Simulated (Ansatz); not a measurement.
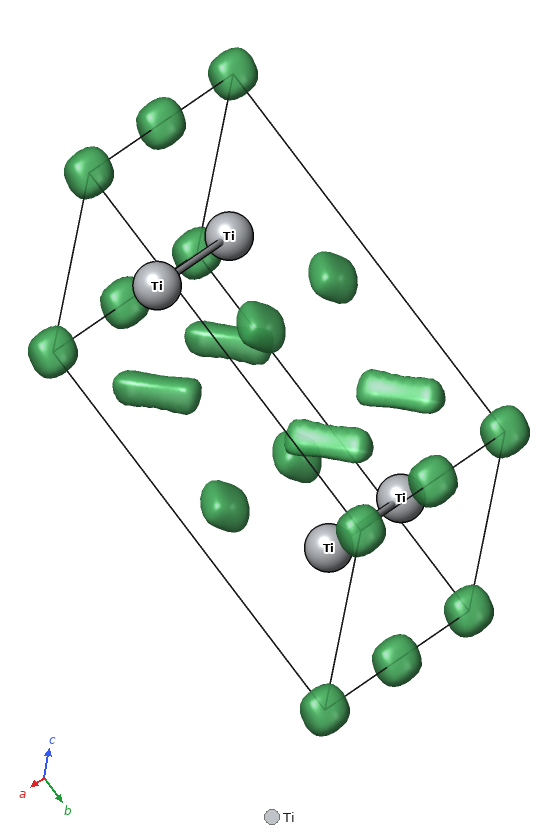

Figure. Ti. Isosurface of the electron localisation function at 0.65 (green), seen slightly off an axis. Only the valence region is drawn (cores and ρ < 0.01 e/Å³ removed). Sticks mark near contacts.

Space group C2/m; a structure from a database of computed crystals, not necessarily the ambient phase; computed pressure about −4 GPa in this cell; computed without spin polarisation.

Computed with DFT PBE, scalar-relativistic, plane waves, PAW in Ansatz.

The calculation's input:

```
crystal:
  lattice:
    - [6.1603215422, 0.0, 0.0]
    - [0.0, 7.1133266014, 0.0]
    - [-1.5400803856, -1.9391217383, 1.637844765]
  atoms:
    - { symbol: Ti, position: [0.4583333333, 0.25, 0.8333333333] }
    - { symbol: Ti, position: [0.9583333333, 0.25, 0.8333333333] }
    - { symbol: Ti, position: [0.5416666667, 0.75, 0.1666666667] }
    - { symbol: Ti, position: [0.0416666667, 0.75, 0.1666666667] }
basis:
  ecutwfc: 420
kpoints:
  mp_grid: { grid: [6, 5, 21] }
hamiltonian:
  xc: pbe
scf:
  occupations: { method: gaussian, width: 0.1 }
output:
  forces: true
  stress: true
  eigenvalues: true
  write_density: true
  write_potential: true
  elf: true
  volumetric_format: npy
relax:
  adjacent_minimum: "off"
  f_tol: 0.01
  max_steps: 50
  cell: { fix: [a, b, gamma], stress_tol: 0.1 }
```

Command:

```sh
ansatz run input.yaml --threads 8 --pin off --max-ram 28672MiB --backend cpu --events-out ev --progress --plain --runs-dir out
```

The fields are those of the run's last geometry, not of the input's.

Q: What do the ELF domains correspond to?

A: At this value the surface marks out eight pockets between the atoms, centred on no nucleus (multi-centre or interstitial), counted in one cell of 4 atoms. Regions shared between cells count once. There are no localised bonds or lone pairs at this value.

Values along the shortest contacts:
Ti–Ti (2.83 Å): the ELF is about 0.20 at the midpoint: no localised pair shows between them. Ti–Ti (2.93 Å): the ELF is about 0.20 at the midpoint; no shared electron pair shows on this line.
